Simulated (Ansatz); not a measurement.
TiO2

```cif
data_structure
_symmetry_space_group_name_H-M 'P 1'
_symmetry_Int_Tables_number 1
_cell_length_a 9.6445
_cell_length_b 3.0165
_cell_length_c 4.9983
_cell_angle_alpha 90.000
_cell_angle_beta 90.000
_cell_angle_gamma 90.000
_cell_volume 145.42
loop_
_atom_site_label
_atom_site_type_symbol
_atom_site_fract_x
_atom_site_fract_y
_atom_site_fract_z
_atom_site_occupancy
Ti1 Ti 0.63690 0.25000 0.56463 1
Ti2 Ti 0.36310 0.75000 0.43537 1
Ti3 Ti 0.86310 0.75000 0.06463 1
Ti4 Ti 0.13690 0.25000 0.93537 1
O1 O 0.47240 0.25000 0.29160 1
O2 O 0.52760 0.75000 0.70840 1
O3 O 0.02760 0.75000 0.79160 1
O4 O 0.97240 0.25000 0.20840 1
O5 O 0.76630 0.25000 0.86350 1
O6 O 0.23370 0.75000 0.13650 1
O7 O 0.73370 0.75000 0.36350 1
O8 O 0.26630 0.25000 0.63650 1
```

Space group Pnma; not relaxed (largest force 1.1 eV/Å); computed pressure about −9 GPa in this cell.

Method: Kohn-Sham DFT of a periodic cell, PBE, Ansatz PAW in Ansatz.

The density is the valence pseudo-density of a PAW calculation; it isn't the true density close to the nuclei.

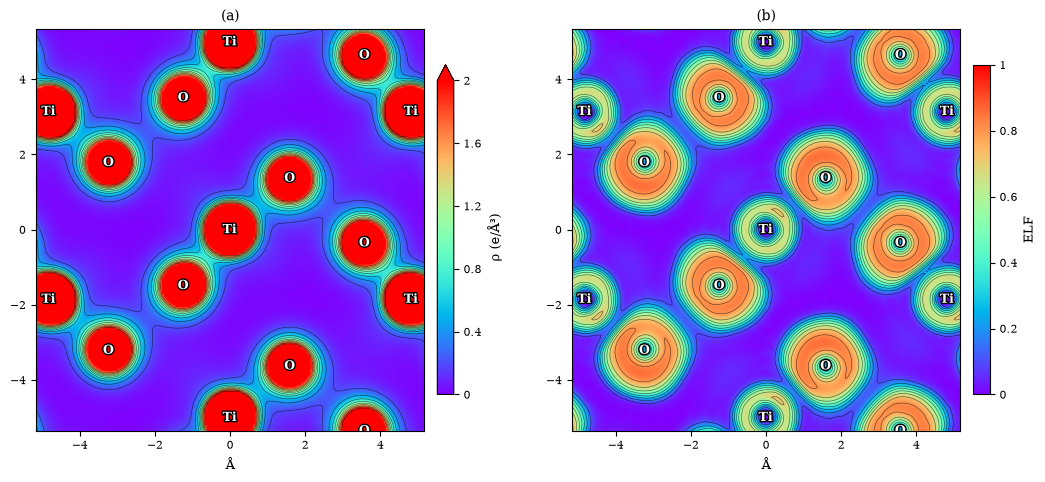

Figure 1. (a) valence pseudo-density; (b) electron localisation function on the (010) plane of the conventional cell.

### What does the map show?

Atoms in the plane: Ti and O. Ti–O (1.95 Å): ρ at the midpoint is about 0.73 e/Å³; the ELF peaks at about 0.85 in the valence shell of O, 0.6 Å from its nucleus, and is about 0.20 at the midpoint: no localised pair shows between them. Ti–O (2.09 Å): ρ at the midpoint is about 0.52 e/Å³; the ELF peaks at about 0.80 in the valence shell of O, 0.6 Å from its nucleus, and is about 0.20 at the midpoint (no localised pair shows between them). Between the atoms the lowest density in this plane is 0.01 e/Å³. The features right at Ti lie inside the PAW spheres, where the map follows smoothed inner orbitals and isn't to be read closely.

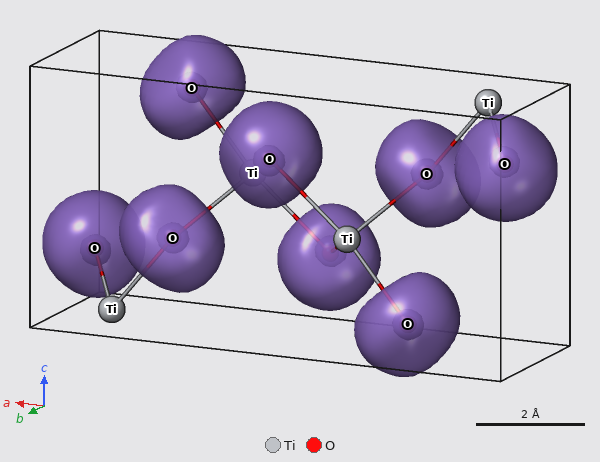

Figure 2. Isosurface of the ELF at 0.6 (purple), seen at an oblique angle. Core shells and regions of very low density are left out. Sticks mark near contacts.

### Describe the localisation domains.

The surface consists of eight regions wrapped around O (the valence shell of each), counted in one cell of 12 atoms. Regions shared between cells count once. Profiles from the grid: Ti–O (2.04 Å): the ELF peaks at about 0.85 in the valence shell of O, 0.6 Å from its nucleus, and is about 0.20 at the midpoint (no localised pair shows between them).

### Does the calculation make it a metal, or give it a gap?

It is gapped, with a Kohn–Sham gap of 2.3 eV on the k-point mesh (the band edges may lie off the mesh, which would make the gap smaller).
